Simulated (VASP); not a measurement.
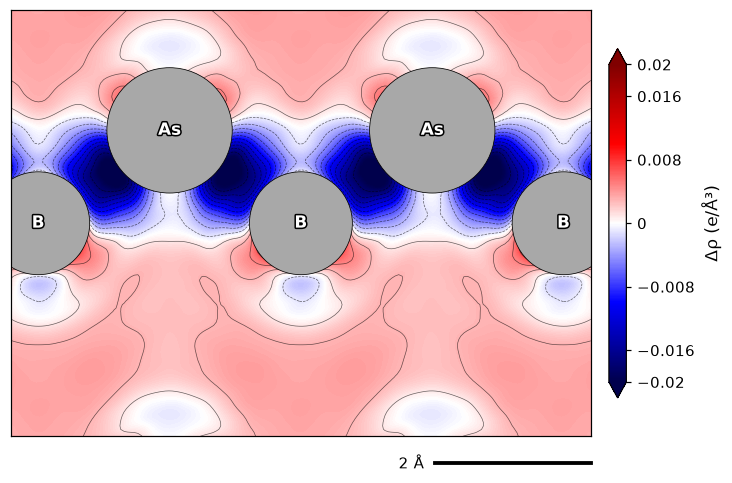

BAs. Difference of the valence pseudo-densities of two functionals at the same geometry, on the (011̄) plane of the calculation cell: one of PBEsol and r2SCAN less the other.

Both computed with VASP (plane waves, PAW), on the same k-point mesh. Grey discs cover the atomic cores.

```
B As
1.0
     0.00000    2.38850    2.38850
     2.38850    0.00000    2.38850
     2.38850    2.38850    0.00000
B As
1 1
Direct
  0.00000 0.00000 0.00000
  0.25000 0.25000 0.25000
```

Question: Which was subtracted from which, and what does the map show?

Answer: It is PBEsol less r2SCAN. Against r2SCAN, PBEsol gives less density around B (−0.005 e/Å³ on average at 0.8 Å from the nucleus), less density around As (−0.005 e/Å³ on average at 1.0 Å from the nucleus), more density in the space between the atoms (+0.003 e/Å³ on average) and a change of −0.021 e/Å³ at the midpoint of B–As.
